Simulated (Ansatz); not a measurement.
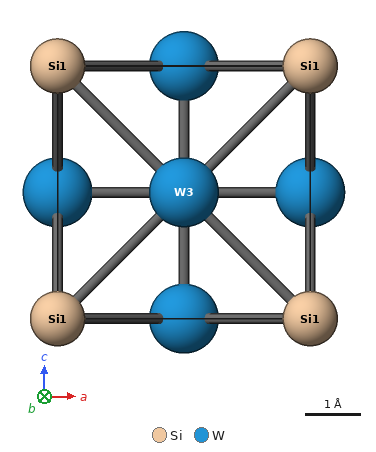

Solid SiW$_{4}$ (a generated structure, set up in Pm-3m) (coarse preliminary run), before the relaxation. The picture is a ball-and-stick view of the cell of the calculation, seen along the b axis.

All numbers below come from Ansatz 0.2.0, DFT PBE, scalar-relativistic, plane waves, PAW.

Input file:
```yaml
crystal:
  lattice:
    - [4.62459885, 0.0, 0.0]
    - [0.0, 4.62459885, 0.0]
    - [0.0, 0.0, 4.62459885]
  atoms:
    - { symbol: Si, position: [0.0, 0.0, 0.0] }
    - { symbol: W, position: [0.0, 0.5, 0.5] }
    - { symbol: W, position: [0.5, 0.0, 0.5] }
    - { symbol: W, position: [0.5, 0.5, 0.0] }
    - { symbol: W, position: [0.5, 0.5, 0.5] }
basis:
  ecutwfc: 420
kpoints:
  mp_grid: { grid: [4, 4, 4] }
hamiltonian:
  xc: pbe
scf:
  occupations: { method: gaussian, width: 0.1 }
  lower_state_search: "off"
output:
  forces: true
  stress: true
  eigenvalues: true
relax:
  adjacent_minimum: "off"
  f_tol: 0.04
  max_steps: 70
  cell: { stress_tol: 0.4 }
```

Run as
```bash
ansatz run input.yaml --threads 1 --pin off --max-ram 2560MiB --backend cpu --events-out ev --progress --plain --runs-dir out
```

Question: What does the optimiser find from here?

Answer: After 3 accepted moves (4 points after the start) the energy has fallen by 86.4 meV per atom. All forces vanish by symmetry, so only the cell relaxes. Pressure: 14.88 GPa at the start and 0.05 GPa at the end. The SCF was repeated once at an unchanged geometry on a basis and grid sized afresh for the cell, which shifted the energy by 0.6 meV per atom at most. No atom moves by more than 0.005 Å relative to the cell. Cell: a = b = c 4.625 → 4.774 Å (+3.2 %). Volume +10.0 %. Near-neighbour distances that change, for instance: Si1–W2 3.270 → 3.376 Å, W2–W5 2.312 → 2.387 Å. The space group stays Pm-3m (No. 221). The run took 11 s on 1 thread of Arm Neoverse V1, with other jobs on the host, peak memory 0.35 GiB.

History of the run:

```json
{"step": "0", "E − E(0), meV/atom": "0.00", "pressure, GPa": "14.88", "volume, Å³/atom": "19.781", "note": ""}
{"step": "1", "E − E(0), meV/atom": "-65.42", "pressure, GPa": "-5.81", "volume, Å³/atom": "22.834", "note": ""}
{"step": "2", "E − E(0), meV/atom": "-85.52", "pressure, GPa": "-0.72", "volume, Å³/atom": "21.885", "note": ""}
{"step": "3", "E − E(0), meV/atom": "-85.82", "pressure, GPa": "0.05", "volume, Å³/atom": "21.758", "note": ""}
{"step": "4", "E − E(0), meV/atom": "-86.38", "pressure, GPa": "0.05", "volume, Å³/atom": "21.758", "note": "same geometry, new basis"}
```

Final geometry:

```xyz
5
Lattice="4.7738 0.0000 0.0000 0.0000 4.7738 0.0000 0.0000 0.0000 4.7738" Properties=species:S:1:pos:R:3 pbc="T T T"
Si    4.7738    4.7738    4.7738
W     4.7738    2.3869    2.3869
W     2.3869    4.7738    2.3869
W     2.3869    2.3869    4.7738
W     2.3869    2.3869    2.3869
```

The end point in the same view:

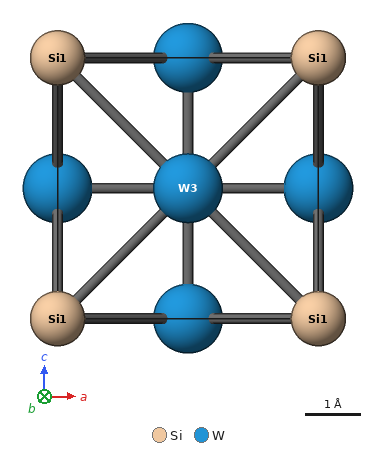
